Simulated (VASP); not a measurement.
# GaN: what each functional gives, and what it costs, part 5 of 7

Aim: compute the gap of GaN from the cheapest level upwards and hold each value against experiment. LASPH is on for some levels and off for others; the table marks which. The start is a cell from a database of measured crystal structures.

VASP 6.6.1, plane waves and PAW; the level of theory is named at each step.

So far, least gap on mesh and path (eV): step 2 (bands, level LDA, k 5×5×3) 1.98; step 6 (bands, level SCAN, k 5×5×3) 2.27; step 7 (bands, level LAK, k 5×5×3) 2.79; step 9 (bands, level HSE06, k 5×5×3) 3.28; step 10 (bands, level B3LYP, k 5×5×3) 3.67.

The database entry behind the starting cell differs from later determinations by our own check (about 0.3 % short, ideal inner coordinate), so it need not match the best structure at ambient conditions.

## 11. Dielectric constant for the exchange share

This step: PBE; plane waves and PAW (Ga_d, N) (VASP 6.6.1).

The share of exact exchange of the next level is the inverse of the dielectric constant, which this PBE response run supplies.

INCAR

```
SYSTEM = GaN
PREC = Accurate
ENCUT = 520
EDIFF = 1E-08
NELM = 100
ISMEAR = 0
SIGMA = 0.01
LREAL = .FALSE.
ALGO = Normal
GGA = PE
NBANDS = 24
LORBIT = 11
LWAVE = .FALSE.
LCHARG = .FALSE.
KPAR = 8
LEPSILON = .TRUE.
```

POSCAR

```
GaN
1.0
    3.1800000000      0.0000000000      0.0000000000
   -1.5900000000      2.7539607840      0.0000000000
    0.0000000000      0.0000000000      5.1660000000
Ga N
2 2
Direct
    0.3333333333      0.6666666667      0.0000000000
    0.6666666667      0.3333333333      0.5000000000
    0.3333333333      0.6666666667      0.3750000000
    0.6666666667      0.3333333333      0.8750000000
```

KPOINTS

```
Automatic mesh
0
Gamma
9 9 5
0 0 0
```

The projector-augmented-wave data sets are Ga_d and N (PBE family, release 64).

Launch:

```console
$ mpirun -np 8 vasp_std
```

Numbers of over 12 decimals in the logs are rounded to 6 here.

What it wrote:

```text
[... set-up lines as in an earlier step ...]
 entering main loop
       N       E                     dE             d eps       ncg     rms          rms(c)
DAV:   1     0.267797521049E+03    0.26780E+03   -0.18222E+04  1904   0.279E+03
DAV:   2     0.403294642567E+01   -0.26376E+03   -0.25207E+03  1896   0.511E+02
DAV:   3    -0.273722315552E+02   -0.31405E+02   -0.31120E+02  2040   0.142E+02
DAV:   4    -0.283223063989E+02   -0.95007E+00   -0.94869E+00  2304   0.279E+01
DAV:   5    -0.283357724008E+02   -0.13466E-01   -0.13463E-01  2040   0.292E+00    0.110E+01
DAV:   6    -0.241797298177E+02    0.41560E+01   -0.12629E+01  2960   0.534E+01    0.306E+00
DAV:   7    -0.242971843589E+02   -0.11745E+00   -0.16321E+00  1840   0.100E+01    0.273E+00
DAV:   8    -0.242932304292E+02    0.39539E-02   -0.18499E-01  2704   0.654E+00    0.747E-01
DAV:   9    -0.242768085916E+02    0.16422E-01   -0.73702E-02  3016   0.462E+00    0.329E-01
DAV:  10    -0.242775911570E+02   -0.78257E-03   -0.41519E-03  1880   0.616E-01    0.112E-01
DAV:  11    -0.242774944292E+02    0.96728E-04   -0.11742E-03  2600   0.607E-01    0.283E-02
DAV:  12    -0.242775059768E+02   -0.11548E-04   -0.12405E-04  1888   0.827E-02    0.173E-02
DAV:  13    -0.242775064491E+02   -0.47236E-06   -0.35816E-05  2816   0.905E-02    0.142E-02
DAV:  14    -0.242775063992E+02    0.49901E-07   -0.55833E-06  2376   0.246E-02    0.545E-03
DAV:  15    -0.242775063929E+02    0.63510E-08   -0.49725E-07  2328   0.467E-03    0.279E-03
DAV:  16    -0.242775063784E+02    0.14496E-07   -0.35354E-08  2016   0.200E-03    0.157E-03
DAV:  17    -0.242775063952E+02   -0.16783E-07   -0.35713E-08  1968   0.157E-03    0.194E-04
DAV:  18    -0.242775063971E+02   -0.19609E-08   -0.88279E-09  1240   0.755E-04
   1 F= -.24277506E+02 E0= -.24277506E+02  d E =-.231208E-45
 Linear response reoptimize wavefunctions to high precision
DAV:   1    -0.242775063944E+02    0.27503E-08   -0.53205E-10  1120   0.488E-04
DAV:   2    -0.242775063943E+02    0.55479E-10   -0.33741E-10   952   0.147E-04
 Linear response G [H, r] |phi>, progress :
  Direction:   1
       N       E                     dE             d eps       ncg     rms
RMM:   1    -0.894431844832E+02   -0.89443E+02    0.10873E+02  2106   0.342E+02
 LRF_COMMUTATOR internal error: the vector H(1)-e(1) S(1) |phi(0)> is not orthog
 onal to |phi(0)> (1.012332469570998E-004,1.314920394790420E-015)
 LRF_COMMUTATOR internal error: the vector H(1)-e(1) S(1) |phi(0)> is not orthog
 onal to |phi(0)> (-1.012329122040967E-004,2.515349040166370E-015)
RMM:   2    -0.858722130747E+02    0.35710E+01   -0.26077E+02  3159   0.841E+01
 LRF_COMMUTATOR internal error: the vector H(1)-e(1) S(1) |phi(0)> is not orthog
 onal to |phi(0)> (1.012332469632060E-004,1.238592561847440E-015)
 LRF_COMMUTATOR internal error: the vector H(1)-e(1) S(1) |phi(0)> is not orthog
 onal to |phi(0)> (-1.012329122050265E-004,-1.821459649775647E-015)
RMM:   3    -0.885901681387E+02   -0.27180E+01   -0.20840E+01  3491   0.274E+01
RMM:   4    -0.886992007975E+02   -0.10903E+00   -0.13962E+00  3586   0.649E+00
RMM:   5    -0.887202571515E+02   -0.21056E-01   -0.50922E-02  3635   0.180E+00
RMM:   6    -0.887272100275E+02   -0.69529E-02    0.31327E-03  3637   0.616E-01
RMM:   7    -0.887290991497E+02   -0.18891E-02    0.20774E-03  3684   0.219E-01
RMM:   8    -0.887294431659E+02   -0.34402E-03    0.13198E-03  3698   0.865E-02
RMM:   9    -0.887295661901E+02   -0.12302E-03    0.52736E-04  3747   0.344E-02
RMM:  10    -0.887296627061E+02   -0.96516E-04   -0.35862E-04  3703   0.146E-02
RMM:  11    -0.887296205225E+02    0.42184E-04    0.80206E-05  3650   0.651E-03
RMM:  12    -0.887296007097E+02    0.19813E-04    0.28116E-04  3466   0.329E-03
RMM:  13    -0.887296105028E+02   -0.97931E-05    0.18294E-04  3298   0.197E-03
RMM:  14    -0.887296084847E+02    0.20180E-05    0.20489E-04  2996   0.139E-03
RMM:  15    -0.887296159694E+02   -0.74847E-05    0.11534E-04  2605   0.115E-03
RMM:  16    -0.887296095671E+02    0.64023E-05    0.19995E-04  2386   0.106E-03
RMM:  17    -0.887296163281E+02   -0.67609E-05    0.17274E-04  2173   0.103E-03
RMM:  18    -0.887296092215E+02    0.71066E-05    0.25314E-04  2053   0.103E-03
RMM:  19    -0.887296162231E+02   -0.70017E-05    0.18864E-04  1966   0.101E-03
 Linear response G [H, r] |phi>, progress :
  Direction:   2
       N       E                     dE             d eps       ncg     rms
RMM:   1    -0.867534976355E+02   -0.86753E+02    0.40504E+01  2124   0.333E+02
 LRF_COMMUTATOR internal error: the vector H(1)-e(1) S(1) |phi(0)> is not orthog
 onal to |phi(0)> (1.012337228082361E-004,-1.935951399190117E-015)
 LRF_COMMUTATOR internal error: the vector H(1)-e(1) S(1) |phi(0)> is not orthog
 onal to |phi(0)> (-1.012331423290574E-004,2.456368441983159E-015)
RMM:   2    -0.960460341260E+02   -0.92925E+01   -0.24021E+02  3181   0.823E+01
 LRF_COMMUTATOR internal error: the vector H(1)-e(1) S(1) |phi(0)> is not orthog
 onal to |phi(0)> (1.012337228040172E-004,-2.171873791922962E-015)
 LRF_COMMUTATOR internal error: the vector H(1)-e(1) S(1) |phi(0)> is not orthog
 onal to |phi(0)> (-1.012331423298346E-004,-3.191891195797325E-016)
RMM:   3    -0.987411295098E+02   -0.26951E+01   -0.20116E+01  3505   0.271E+01
RMM:   5    -0.989178560008E+02   -0.17851E-01   -0.66959E-02  3641   0.184E+00
RMM:   6    -0.989232652971E+02   -0.54093E-02    0.26822E-02  3623   0.639E-01
RMM:   7    -0.989280514419E+02   -0.47861E-02    0.12319E-03  3695   0.225E-01
RMM:   8    -0.989280435478E+02    0.78941E-05    0.48476E-03  3680   0.864E-02
RMM:   9    -0.989286385066E+02   -0.59496E-03   -0.53398E-04  3760   0.344E-02
RMM:  10    -0.989286193749E+02    0.19132E-04   -0.23342E-04  3651   0.140E-02
RMM:  11    -0.989286004325E+02    0.18942E-04   -0.22884E-05  3647   0.617E-03
RMM:  12    -0.989285951011E+02    0.53314E-05    0.34179E-05  3426   0.319E-03
RMM:  13    -0.989285977737E+02   -0.26726E-05    0.81599E-06  3266   0.189E-03
RMM:  14    -0.989285941452E+02    0.36285E-05    0.44534E-05  2860   0.138E-03
RMM:  15    -0.989285952157E+02   -0.10705E-05    0.33944E-05  2509   0.117E-03
RMM:  16    -0.989285847016E+02    0.10514E-04    0.13899E-04  2314   0.110E-03
RMM:  17    -0.989285956181E+02   -0.10916E-04    0.31025E-05  2121   0.107E-03
RMM:  18    -0.989285839002E+02    0.11718E-04    0.14881E-04  2006   0.107E-03
 Linear response G [H, r] |phi>, progress :
  Direction:   3
       N       E                     dE             d eps       ncg     rms
 LRF_COMMUTATOR internal error: the vector H(1)-e(1) S(1) |phi(0)> is not orthog
 onal to |phi(0)> (1.103533080304975E-004,4.048844592929868E-015)
 LRF_COMMUTATOR internal error: the vector H(1)-e(1) S(1) |phi(0)> is not orthog
[...]
RMM:  18    -0.937716544198E+02   -0.28388E-06    0.14590E-06  1813   0.968E-04
 Linear response to external field (no local field effect), progress :
  Direction:   1
       N       E                     dE             d eps       ncg     rms          rms(c)
RMM:   1    -0.997283122486E-01   -0.99728E-01    0.26015E+00  1888   0.895E+00
RMM:   2    -0.488946911895E+00   -0.38922E+00   -0.21535E-01  3354   0.226E+00
RMM:   3    -0.505172858816E+00   -0.16226E-01   -0.41898E-02  3477   0.658E-01
RMM:   4    -0.505905702031E+00   -0.73284E-03   -0.23141E-03  3535   0.186E-01
RMM:   5    -0.505988386298E+00   -0.82684E-04   -0.27538E-04  3515   0.522E-02
RMM:   6    -0.505994836014E+00   -0.64497E-05   -0.41874E-05  3564   0.190E-02
RMM:   7    -0.505997239353E+00   -0.24033E-05   -0.90260E-06  3573   0.675E-03
RMM:   8    -0.505997288421E+00   -0.49068E-07   -0.58883E-07  3393   0.280E-03
RMM:   9    -0.505997451339E+00   -0.16292E-06   -0.47717E-07  3045   0.110E-03
RMM:  10    -0.505997436326E+00    0.15013E-07    0.12316E-07  2704   0.481E-04
RMM:  11    -0.505997454038E+00   -0.17712E-07    0.47076E-09  2348   0.215E-04
RMM:  12    -0.505997451256E+00    0.27816E-08    0.50517E-08  1642   0.125E-04
 change of polarisation eV/A/(eV/A) component  1 :     1.012    -0.411    -0.127
 dielectric tensor                  component  1 :     5.048    -1.645    -0.506
 Linear response to external field (no local field effect), progress :
  Direction:   2
       N       E                     dE             d eps       ncg     rms          rms(c)
RMM:   1    -0.945524406679E-01   -0.94552E-01    0.41062E+00  1886   0.999E+00
RMM:   2    -0.699850058748E+00   -0.60530E+00   -0.20033E-01  3344   0.232E+00
RMM:   3    -0.718846697133E+00   -0.18997E-01   -0.48917E-02  3506   0.666E-01
RMM:   4    -0.719799740930E+00   -0.95304E-03   -0.28871E-03  3532   0.182E-01
RMM:   5    -0.719872101036E+00   -0.72360E-04   -0.28118E-04  3519   0.527E-02
RMM:   6    -0.719880039485E+00   -0.79384E-05   -0.59394E-05  3582   0.188E-02
RMM:   7    -0.719882547847E+00   -0.25084E-05   -0.12346E-05  3553   0.700E-03
RMM:   8    -0.719882586778E+00   -0.38931E-07   -0.15582E-06  3389   0.276E-03
RMM:   9    -0.719882784074E+00   -0.19730E-06   -0.65339E-07  3013   0.109E-03
RMM:  10    -0.719882744572E+00    0.39502E-07    0.16956E-07  2715   0.470E-04
RMM:  11    -0.719882773853E+00   -0.29281E-07   -0.21075E-08  2367   0.194E-04
RMM:  12    -0.719882767736E+00    0.61170E-08    0.57093E-08  1657   0.107E-04
 change of polarisation eV/A/(eV/A) component  2 :    -0.411     1.440    -0.101
 dielectric tensor                  component  2 :    -1.645     6.759    -0.405
 Linear response to external field (no local field effect), progress :
  Direction:   3
       N       E                     dE             d eps       ncg     rms          rms(c)
RMM:   1    -0.121823263952E+00   -0.12182E+00    0.32289E+00  1914   0.928E+00
RMM:   2    -0.614819560679E+00   -0.49300E+00   -0.10223E-01  3303   0.206E+00
RMM:   3    -0.626995428309E+00   -0.12176E-01   -0.25441E-02  3443   0.601E-01
RMM:   4    -0.627578312077E+00   -0.58288E-03   -0.16695E-03  3481   0.160E-01
RMM:   5    -0.627610191724E+00   -0.31880E-04   -0.13849E-04  3517   0.473E-02
RMM:   6    -0.627613949232E+00   -0.37575E-05   -0.26539E-05  3523   0.159E-02
RMM:   7    -0.627614680485E+00   -0.73125E-06   -0.44502E-06  3518   0.596E-03
RMM:   8    -0.627614760647E+00   -0.80162E-07   -0.64617E-07  3266   0.218E-03
RMM:   9    -0.627614791342E+00   -0.30696E-07   -0.23717E-07  2774   0.876E-04
RMM:  10    -0.627614793567E+00   -0.22244E-08   -0.74833E-08  2414   0.367E-04
 change of polarisation eV/A/(eV/A) component  3 :    -0.127    -0.101     1.255
 dielectric tensor                  component  3 :    -0.506    -0.405     6.021
 Linear response to external field, progress :
  Direction:   1
       N       E                     dE             d eps       ncg     rms          rms(c)
RMM:   1    -0.965206095988E-01   -0.96521E-01    0.33600E+00  6024   0.940E+00
RMM:   2    -0.594460808431E+00   -0.49794E+00   -0.20026E-01 10703   0.226E+00    0.119E+00
RMM:   3    -0.605945480722E+00   -0.11485E-01   -0.40074E-02 10722   0.858E-01    0.706E-01
RMM:   4    -0.637920200040E+00   -0.31975E-01   -0.12170E-02 10816   0.780E-01    0.611E-02
RMM:   5    -0.638328330320E+00   -0.40813E-03   -0.88097E-04 11170   0.183E-01    0.431E-02
RMM:   6    -0.639759615585E+00   -0.14313E-02   -0.13874E-04 10863   0.694E-02    0.113E-02
RMM:   7    -0.640155513172E+00   -0.39590E-03   -0.27794E-05 11203   0.212E-02    0.314E-03
RMM:   8    -0.640251992898E+00   -0.96480E-04   -0.22901E-07 11121   0.877E-03    0.612E-04
RMM:   9    -0.640274575730E+00   -0.22583E-04   -0.62094E-07 11469   0.253E-03    0.319E-04
RMM:  10    -0.640268604170E+00    0.59716E-05    0.87677E-07 11234   0.105E-03    0.961E-05
RMM:  11    -0.640269329578E+00   -0.72541E-06    0.25940E-07 10528   0.384E-04    0.250E-05
RMM:  12    -0.640270134497E+00   -0.80492E-06    0.54660E-07  9311   0.165E-04    0.736E-06
 change of polarisation eV/A/(eV/A) component  1 :     1.188    -0.071     0.000
 dielectric tensor                  component  1 :     5.753    -0.282     0.000
 Linear response to external field, progress :
  Direction:   2
       N       E                     dE             d eps       ncg     rms          rms(c)
RMM:   1    -0.977052468441E-01   -0.97705E-01    0.33482E+00  6049   0.930E+00
RMM:   2    -0.595615481223E+00   -0.49791E+00   -0.19333E-01 10732   0.222E+00    0.119E+00
RMM:   3    -0.605991912391E+00   -0.10376E-01   -0.38864E-02 10811   0.848E-01    0.707E-01
RMM:   4    -0.638092846974E+00   -0.32101E-01   -0.11648E-02 10783   0.780E-01    0.630E-02
RMM:   5    -0.638362148076E+00   -0.26930E-03   -0.77339E-04 11224   0.188E-01    0.450E-02
RMM:   6    -0.639536566046E+00   -0.11744E-02   -0.12212E-04 10937   0.684E-02    0.109E-02
RMM:   7    -0.640098897460E+00   -0.56233E-03   -0.36006E-05 11040   0.215E-02    0.413E-03
RMM:   8    -0.640242624748E+00   -0.14373E-03   -0.11586E-06 11074   0.933E-03    0.521E-04
RMM:   9    -0.640277505098E+00   -0.34880E-04    0.11680E-06 11383   0.297E-03    0.348E-04
RMM:  10    -0.640270135701E+00    0.73694E-05    0.15685E-06 10688   0.114E-03    0.108E-04
RMM:  11    -0.640269463529E+00    0.67217E-06    0.27648E-07 10912   0.427E-04    0.426E-05
RMM:  12    -0.640270334204E+00   -0.87068E-06    0.26477E-07 10292   0.188E-04    0.157E-05
RMM:  13    -0.640270775618E+00   -0.44141E-06   -0.88579E-08  5730   0.881E-05    0.494E-06
 change of polarisation eV/A/(eV/A) component  2 :    -0.201     1.188    -0.000
 dielectric tensor                  component  2 :    -0.802     5.753    -0.000
 Linear response to external field, progress :
  Direction:   3
       N       E                     dE             d eps       ncg     rms          rms(c)
RMM:   1    -0.121823263952E+00   -0.12182E+00    0.32289E+00  1914   0.928E+00
RMM:   2    -0.614819560771E+00   -0.49300E+00   -0.10223E-01  3303   0.206E+00    0.120E+00
RMM:   3    -0.622181223064E+00   -0.73617E-02   -0.24977E-02  3309   0.810E-01    0.704E-01
RMM:   4    -0.653244774382E+00   -0.31064E-01   -0.95241E-03  3363   0.703E-01    0.573E-02
RMM:   5    -0.654887566356E+00   -0.16428E-02   -0.75216E-04  3477   0.172E-01    0.344E-02
RMM:   6    -0.655990720623E+00   -0.11032E-02   -0.81464E-05  3330   0.516E-02    0.442E-03
RMM:   7    -0.656336739481E+00   -0.34602E-03   -0.42876E-06  3451   0.159E-02    0.281E-03
RMM:   8    -0.656333947022E+00    0.27925E-05   -0.45882E-06  3337   0.493E-03    0.551E-04
RMM:   9    -0.656351712313E+00   -0.17765E-04   -0.69531E-07  3481   0.183E-03    0.154E-04
RMM:  10    -0.656347506649E+00    0.42057E-05   -0.12998E-07  3314   0.756E-04    0.667E-05
RMM:  11    -0.656349527822E+00   -0.20212E-05   -0.15254E-07  3312   0.279E-04    0.217E-05
RMM:  12    -0.656349894969E+00   -0.36715E-06   -0.48528E-08  2474   0.123E-04    0.685E-06
 change of polarisation eV/A/(eV/A) component  3 :    -0.126    -0.101     1.222
 dielectric tensor                  component  3 :    -0.503    -0.402     5.888
 Born effective charges drift removed
```

Run time: 39 s. Hardware: 8 MPI ranks of Intel Xeon 6975P-C (Granite Rapids), shared host; peak memory 3.4 GiB; 5.1 min of CPU time.

OUTCAR, selected parts (step 11):

```text
   k-points           NKPTS =     36   k-points in BZ     NKDIM =     36   number of bands    NBANDS=     24

   NELECT =      36.0000    total number of electrons

  Total        1.8500950      1.8500950      2.4675109      0.0000000      0.0000000     -0.0000000
  in kB       65.5187112     65.5187112     87.3836913      0.0000000      0.0000000     -0.0000000
  external PRESSURE =      72.8070379 kB  Pullay stress =       0.0000000 kB

 POSITION                                       TOTAL-FORCE (eV/Angst)
 -----------------------------------------------------------------------------------
     -0.00000      1.83597      0.00000        -0.000000     -0.000000     -0.134671
      1.59000      0.91799      2.58300        -0.000000      0.000000     -0.134671
     -0.00000      1.83597      1.93725         0.000000     -0.000000      0.134671
      1.59000      0.91799      4.52025        -0.000000      0.000000      0.134671
 -----------------------------------------------------------------------------------
    total drift:                               -0.000001     -0.000001     -0.000252

 MACROSCOPIC STATIC DIELECTRIC TENSOR (including local field effects in DFT)
 ------------------------------------------------------
           5.753309    -0.000000     0.000000
           0.000000     5.753309    -0.000000
           0.000000     0.000000     5.887733
 ------------------------------------------------------

 PIEZOELECTRIC TENSOR (including local field effects)  for field in x, y, z        (C/m^2)
          XX          YY          ZZ          XY          YZ          ZX
  --------------------------------------------------------------------------------
  x     0.00000    -0.00000     0.00000     0.00000     0.00000     0.56019
  y     0.00000     0.00000     0.00000     0.00000     0.56020     0.00000
  z     0.50538     0.50538    -1.01056     0.00000     0.00000     0.00000

 BORN EFFECTIVE CHARGES (including local field effects) (in |e|, cummulative output)
 ---------------------------------------------------------------------------------
 ion    1
    1     2.61470     0.00000     0.00000
    2     0.00000     2.61470     0.00000
    3     0.00000     0.00000     2.74463
 ion    2
    1     2.61470     0.00000     0.00000
    2     0.00000     2.61470    -0.00000
    3     0.00000     0.00000     2.74463
 ion    3
    1    -2.61470     0.00000     0.00000
    2    -0.00000    -2.61470     0.00000
    3     0.00000     0.00000    -2.74463
 ion    4
    1    -2.61470    -0.00000     0.00000
    2     0.00000    -2.61470     0.00000
    3     0.00000    -0.00000    -2.74463

[... 7 parts as in an earlier step ...]

[... 3 further parts left out ...]
```

Energies printed during the response cycles are not total energies of the cell. The dielectric response converges more slowly with the mesh than energies do, so tensor and charges may still move on a finer one.

This step gave:

| Item | Value |
| --- | --- |
| irreducible k-points | 36 |
| Fermi energy | 5.529 eV |
| pressure | 7.281 GPa |
| gap on the k-mesh | 1.971 eV |
| least direct gap on the k-mesh | 1.971 eV |

Electronic dielectric tensor with local fields:

```
5.75 0.00 0.00
0.00 5.75 0.00
0.00 0.00 5.89
```

Born effective charge (e), principal values of the symmetric part by kind of site:

```
atom  atoms with these values    low  middle   high   mean
 Ga1                        2   2.61    2.61   2.74   2.66
  N3                        2  -2.74   -2.61  -2.61  -2.66
```

In full for N3:

```
-2.61  0.00  0.00
 0.00 -2.61  0.00
 0.00  0.00 -2.74
```

Piezoelectric tensor with clamped ions (C/m²), by row:

```
field      xx      yy      zz  xy      yz      zx
    x       0       0       0   0       0  0.5602
    y       0       0       0   0  0.5602       0
    z  0.5054  0.5054  -1.011   0       0       0
```

Force by atom:

```
atom  x (eV/Å)  y (eV/Å)  z (eV/Å)   size
 Ga1     0.000     0.000    -0.135  0.135
 Ga2     0.000     0.000    -0.135  0.135
  N3     0.000     0.000     0.135  0.135
  N4     0.000     0.000     0.135  0.135
```

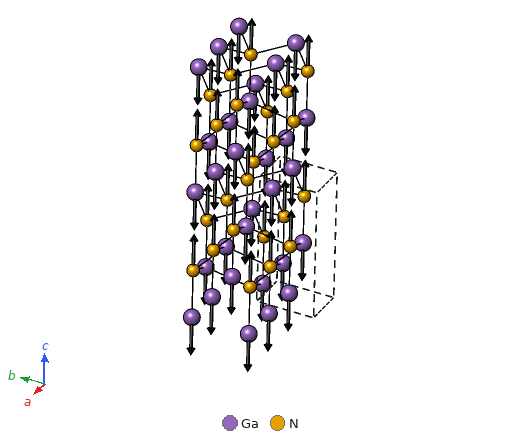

Force as arrows, the longest 0.135 eV/Å. 3×2×2 cells are drawn. Some periodic images of atoms are drawn too.

The Born charges sum to zero; the printed set may have that rule imposed, so this is no test.

(Part 5 of 7 ends here.)

[Lines on the potential files, build, host, timing and source positions are cut from VASP's logs without a mark.]

[Logs are printed without paths, hosts, clocks, repeated set-up lines and the standing remarks that a program may print on its own settings, such as how far it seeks lower states.]

[Hosts, paths, dates, database ids (printed as entryN), source tags and the programs' standing remarks are cut or masked in the printed files.]

[A measured line is paired with the nearest computed mode of its activity, which favours agreement.]
